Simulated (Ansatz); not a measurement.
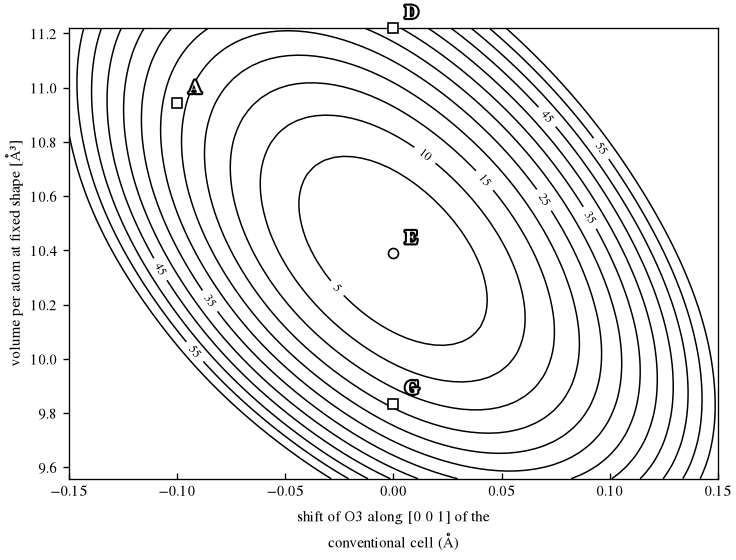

Al₂O₃ (P-6m2, No. 187; 5 atoms in the cell). The energy is mapped over a free internal coordinate and the cell. First axis: shift of O3 along [0 0 1] of the conventional cell, Cartesian (0 0 1), its symmetry partners moved as symmetry demands (measured in the relaxed cell). Second axis: volume per atom at fixed shape. Nothing is relaxed (all other coordinates fixed). The scan uses a 7 × 7 grid. Points are written as (first, second). Energies: meV/atom, counted from the lowest grid point. Computed with Ansatz, DFT PBE+D3(BJ), scalar-relativistic, plane waves, PAW. Settings: cutoff 520 eV, k-mesh 9×9×4 in the order of the run's cell vectors, gaussian smearing 0.05 eV, no spin polarisation.

Drawn: contour lines labelled in meV/atom (none above 60), lettered points. Between grid points the surface is interpolated.

> Is D the lowest point of the computed grid?

No. D lies 34 meV/atom above the lowest grid point, which is at (0.00 Å, 10.389 Å³).

> What kind of point is each of A, E, G: minimum, saddle, maximum or slope?

A: on a slope; E: minimum; G: on a slope. (In these two coordinates alone; a stationary point may lie a little off the grid point.)

> Rank the lettered points by energy, lowest first.

E (0 meV/atom), G (19 meV/atom), A (27 meV/atom), D (34 meV/atom).

PAW datasets: the set soft_1.
